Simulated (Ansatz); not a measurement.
# Ti$_{3}$O$_{4}$: what the fields show

```yaml
crystal:
  lattice:
    - [4.10007, 0.00000, 0.00000]
    - [0.00000, 4.10007, 0.00000]
    - [0.00000, 0.00000, 8.09774]
  atoms:
    - { symbol: Ti, position: [0.50000, 0.00000, 0.25000] }
    - { symbol: Ti, position: [0.00000, 0.50000, 0.75000] }
    - { symbol: Ti, position: [0.00000, 0.00000, 0.50000] }
    - { symbol: Ti, position: [0.50000, 0.50000, 0.00000] }
    - { symbol: Ti, position: [0.00000, 0.50000, 0.25000] }
    - { symbol: Ti, position: [0.50000, 0.00000, 0.75000] }
    - { symbol: O, position: [0.50000, 0.00000, 0.00000] }
    - { symbol: O, position: [0.00000, 0.50000, 0.50000] }
    - { symbol: O, position: [0.00000, 0.00000, 0.24269] }
    - { symbol: O, position: [0.50000, 0.50000, 0.74269] }
    - { symbol: O, position: [0.00000, 0.50000, 0.00000] }
    - { symbol: O, position: [0.50000, 0.00000, 0.50000] }
    - { symbol: O, position: [0.00000, 0.00000, 0.75731] }
    - { symbol: O, position: [0.50000, 0.50000, 0.25731] }
```

Space group I4/mmm; a structure from a database of computed crystals, not necessarily the ambient phase; computed without spin polarisation.

The calculation used DFT PBEsol, scalar-relativistic, plane waves, PAW (Ansatz).

Core electrons are frozen (PAW), and the valence fields are smoothed inside the atomic spheres.

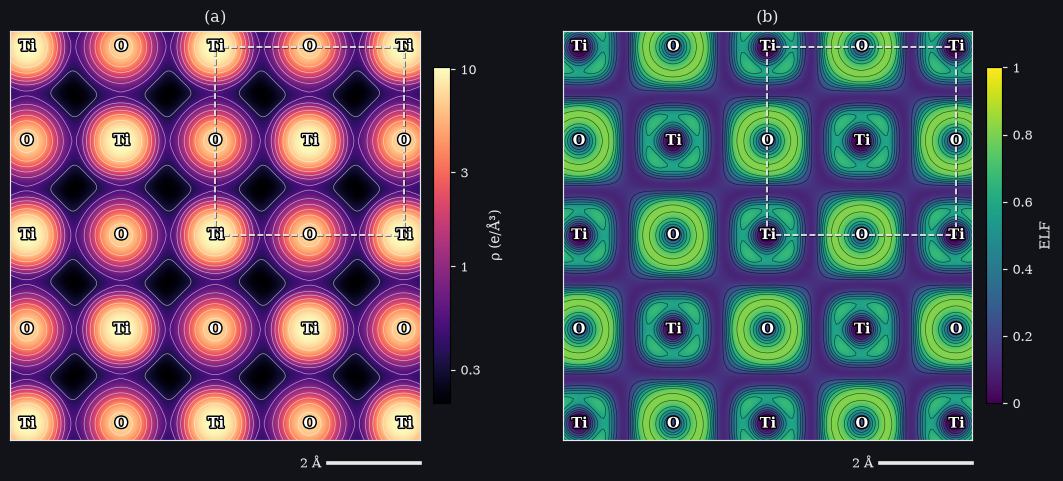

Figure 1. (a) valence electron density; (b) electron localisation function on the (001) plane of the conventional cell.

Question: What do the fields say about this system?

Answer:
- Atoms in the plane: Ti and O.
- Ti–O (2.05 Å): ρ is about 0.52 e/Å³ halfway; the ELF peaks at about 0.80 in the valence shell of O, 0.6 Å from its nucleus, and is about 0.15 at the midpoint; no localised pair shows between them.
- Ti–Ti (2.90 Å): ρ at the midpoint is about 0.2 e/Å³; the ELF is about 0.15 at the midpoint; no localised pair shows between them.
- Between the atoms the lowest density in this plane is 0.2 e/Å³.
- The features right at Ti lie inside the PAW spheres, where the map follows smoothed inner orbitals and isn't to be read closely.

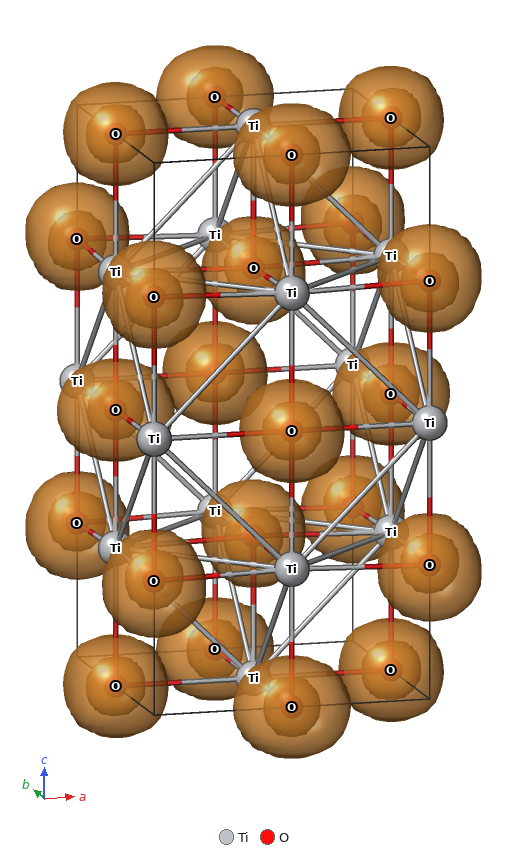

Figure 2. Isosurface of the ELF at 0.75 (orange), seen slightly off an axis. Only the valence region is drawn (cores and ρ < 0.01 e/Å³ removed). Sticks mark near contacts.

Question: Identify the bonds, lone pairs and shells in this picture.

Answer: The ELF exceeds this value in eight regions wrapped around O (the valence shell of each), counted in one cell of 14 atoms. Any copies at cell faces, edges or corners count once. Along the contacts the grid gives the following. Ti–O (2.02 Å): the ELF peaks at about 0.80 in the valence shell of O, 0.6 Å from its nucleus, and is about 0.15 at the midpoint; no localised pair shows between them. Ti–Ti (2.88 Å): the ELF is about 0.15 at the midpoint (no shared electron pair shows on this line).

Question: Does the calculation give a band gap?

Answer: It is gapless in this calculation (a metal or semimetal); semilocal functionals without U, or without the true magnetic order, often close the gap of such compounds.
